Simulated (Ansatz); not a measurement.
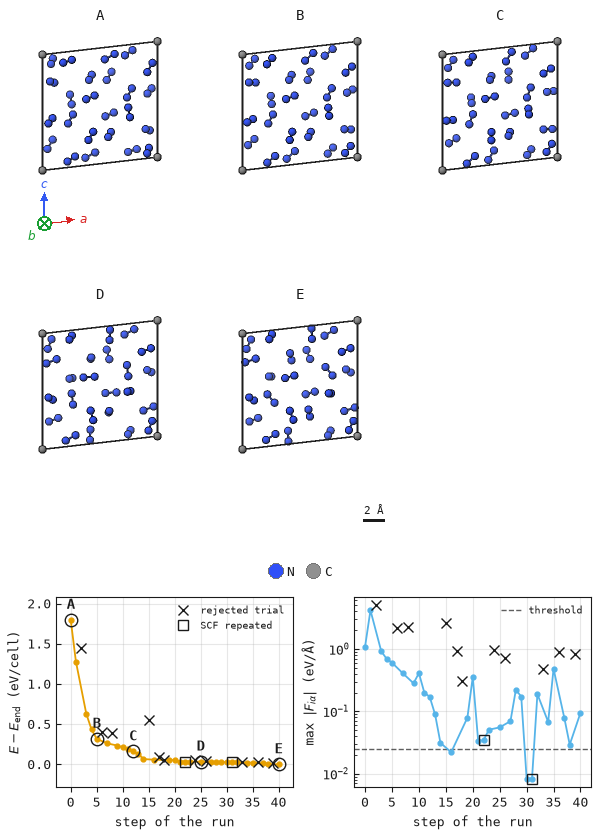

Frames of a relaxation of a defect cell of composition CN₄₈ (cell charge −1), marked on the history of the run. The picture is a ball-and-stick view of the cell of the calculation, seen along the b axis.

Case: C interstitial, charge -1, atoms relaxed at the host's cell.

Computed with Ansatz 0.2.0, DFT PBEsol, scalar-relativistic, plane waves, PAW. Settings: plane-wave cutoff 420 eV; k-point mesh 2 × 2 × 2; occupations gaussian; smearing width 0.01 eV; mesh shifted by (0.5, 0.5, 0.5); collinear spin; atoms relaxed in a fixed cell; force threshold 0.025 eV/Å; at most 45 steps.

**What happens along the run?**

The run was cut off at its time limit before the relaxation converged, so the last structure is only a point on the way. After 27 accepted moves (40 points after the start) the energy has fallen by 1.797 eV per cell of the calculation. Largest force component: 1.1 eV/Å at the start, 0.094 eV/Å at the end. The line search rejected the trial steps at points 2, 6, 8, 15, 17, 18, 24, 26 and more of the run. 2 steps only repeated the SCF at the same geometry. The forces were under the threshold at step 16, but the run went on from there. The largest moves, 0.75 Å, are those of N atoms. C stays in place. The lattice vectors keep their values. Cost: 9.5 min on 4 threads of AMD EPYC 9R45 96-Core Processor (Zen 5), on a shared host, peak memory 4.5 GiB. From step 0 to 5: N atoms move most (0.40 Å), energy −1.480 eV per cell of the calculation. From step 5 to 12: N atoms move most (0.28 Å), energy −0.157 eV per cell of the calculation. From step 12 to 25: N atoms move most (0.41 Å), energy −0.127 eV per cell of the calculation. From step 25 to 40: N atoms move most (0.44 Å), energy −34.0 meV per cell of the calculation.

Limits of the set-up: the cell is charged, on a uniform background, and energies carry no finite-size correction.
